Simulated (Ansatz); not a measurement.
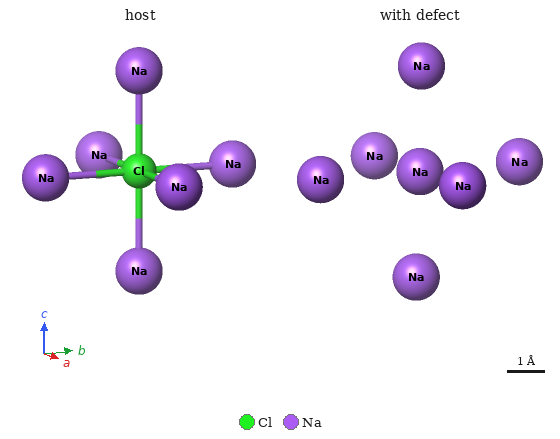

Left: perfect NaCl. Right: the same region with one point defect, after relaxing the atoms in a supercell of 64 sites. A ball-and-stick model of the atoms within 3.3 Å of one point, seen slightly off an axis.

Method: Ansatz, DFT, PBEsol, PAW, plane waves. Set-up: plane-wave cutoff 420 eV; k-point mesh 1 × 1 × 1; mesh shifted by (0.25, 0.25, 0.25); no spin polarisation. Fermi-Dirac smearing of 0.01 eV. A uniform background neutralises the charged cell. The axes drawn are those of the host's conventional cell.

Which defect is it?

A chlorine atom is replaced by sodium.

The charge state of the cell is −2.

What does the relaxation do around it?

In the host the Cl atom has 6 Na at 2.80 Å; the Na atom ends with 6 Na at 2.94 to 2.97 Å. Of the host's atoms, a sodium atom moves furthest from its site, by 0.20 Å. The Na atom itself moves 0.06 Å from where it was put.

Limits of the set-up: the cell is charged, on a uniform background, and energies carry no finite-size correction.
